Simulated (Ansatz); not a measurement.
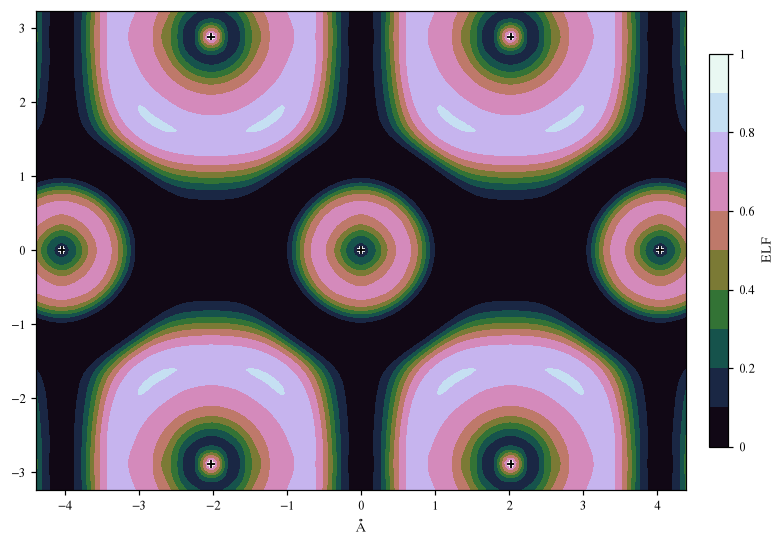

The ELF on a plane through atoms (crosses mark nuclei in the plane).

Method: DFT, HSE06, plane waves, PAW in Ansatz.

Candidates:
A. SnO, a = 4.39 Å, b = 4.39 Å, c = 5.42 Å, α = 90.00°, β = 90.00°, γ = 120.00°. Space group R-3m; started from the CsCl prototype, which need not be the ambient phase; changed on purpose from its base cell (shear 111 strain +0.9%).
B. NaI, a = 4.04 Å, b = 4.04 Å, c = 4.12 Å, α = 90.00°, β = 90.00°, γ = 90.00°. Space group P4/mmm; started from the CsCl prototype, which need not be the ambient phase; changed on purpose from its base cell (uniaxial x strain +1.9%).

Q: Which system is this?

A: Candidate B: NaI on the (101̄) plane of the conventional cell, which holds Na and I. Na–I (3.52 Å): the ELF peaks at about 0.80 in the valence shell of I, 1.4 Å from its nucleus, and falls to about 0 next to Na (a closed-shell, largely ionic contact).
